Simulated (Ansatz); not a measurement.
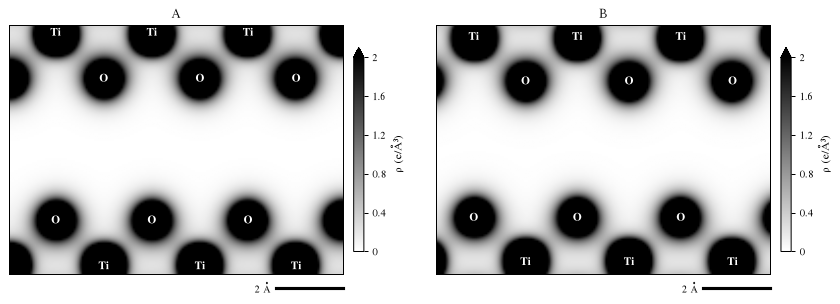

TiO₂. The valence electron density of two cells that differ in size and shape, on the (111) plane of each (indices in the axes of the calculation cell), at one length scale and on one colour scale; one has 13.3 and the other 13.8 Å³ an atom.

Computed with DFT PBE+U+D3(BJ), scalar-relativistic, plane waves, PAW (Ansatz).

In a PAW calculation such maps are meaningful between the atoms, not at the nuclei.

Which is the denser cell? Describe the effect of the change.

Panel A is the smaller cell, by 4 % in volume. From the larger cell to the smaller, Ti–O goes from 2.03 to 1.98 Å, and the density at its midpoint from 0.63 to 0.7 e/Å³; the pressure goes from −12 to 3.4 GPa; the Kohn–Sham gap goes from 2.7 eV to 2.9 eV.

PAW datasets: the set soft_1.
